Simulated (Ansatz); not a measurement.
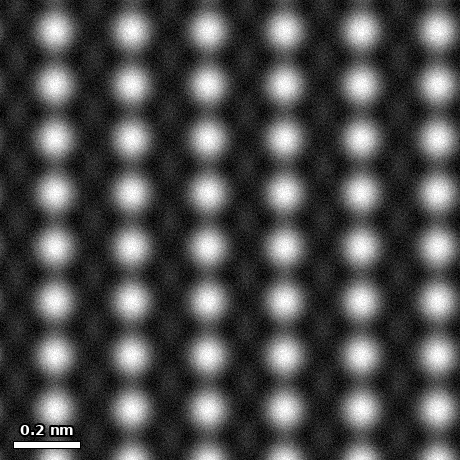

HRTEM-like image of Ti (Im-3m, No. 229) along [110]. Simulated in the weak-phase-object approximation with neutral-atom potentials: 200 kV, Cs = −40 µm, defocus +120 Å (negative is underfocus), defocus spread 12 Å, aperture 0.96 1/Å. Shot noise was added. Structure: the geometry given to an electronic-structure calculation, possibly off equilibrium; the starting structure was generated, so it need not be a known form of this composition.

**Do the atom columns appear dark or bright, and why?**

Bright. With negative Cs and overfocus sin χ is positive over the pass band, so the strongest columns (Ti) come out brighter than the background.

**What point resolution do these settings give, and which lattice spacings pass?**

About 1.0 Å (0.66 |Cs|^(1/4) λ^(3/4) with λ = 0.0251 Å). The spacings that carry visible contrast are {110} at 2.33 Å, {200} at 1.65 Å, {211} at 1.34 Å, {220} at 1.16 Å.
